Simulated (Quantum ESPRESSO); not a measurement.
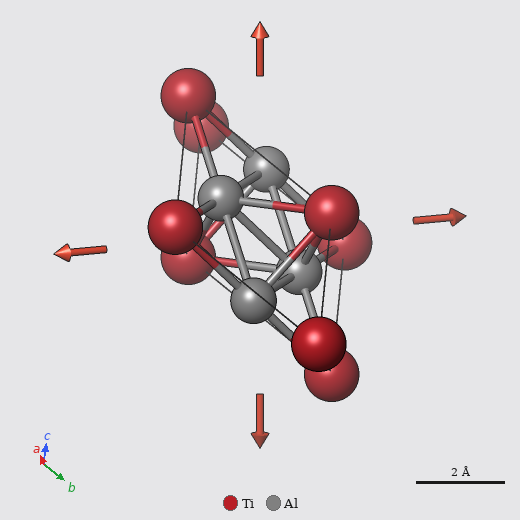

TiAl₃, space group I4/mmm (No. 139). The run's cell of 4 atoms is drawn unstrained, with atoms on its boundary repeated; the arrows mark the Cartesian directions x and y, along which it is stretched or compressed while the other dimension is held. The atoms were relaxed at each strain. The cell is a structure listed in the Materials Project. It needn't be the stable form of this composition.

Alike in all runs: Quantum ESPRESSO 7.5; functional PBEsol; potentials GBRV 1.5 PBEsol; cutoff 612 eV; k mesh 7 × 7 × 7 on the run's cell of 4 atoms; occupations fermi-dirac, width 0.05 eV; no spin polarisation; no spin-orbit coupling. Stress is positive in compression, averaged over the directions named.

| strain (%) | ΔE (meV/atom) | stress along x/y (GPa) | stress across, z (GPa) |
| --- | --- | --- | --- |
| −4 | 42.8 | 13.24 | 3.80 |
| −2 | ? | ? | ? |
| −1 | 1.1 | 2.13 | 0.60 |
| 0 | 0.0 | -0.85 | -0.40 |
| +1 | 4.4 | -3.52 | -1.37 |
| +2 | 13.9 | -5.93 | -2.26 |
| +4 | 46.5 | -10.03 | -3.84 |

### Fit the stress along the strain with a parabola, read off its slope at zero strain, and fill in the missing row.

The slope at zero strain is -290 GPa per unit strain, so the relaxed-ion biaxial stiffness at fixed height (C11 + C12 in these axes where the plane is isotropic) is about 290 GPa. The fit puts the stress at −2 % at 5.58 GPa. The run gave 5.46 GPa along, 1.64 GPa across and ΔE = 8.1 meV/atom.

### At which strain does the stress along the strained direction vanish?

Near −0.3 %: the cell as given is stretched along it at this level of theory (-0.8 GPa), so the energy is least there and not at zero.

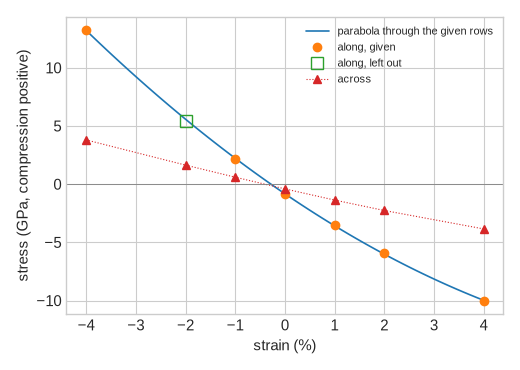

Stress against strain.

Caveat: the k mesh is coarse.
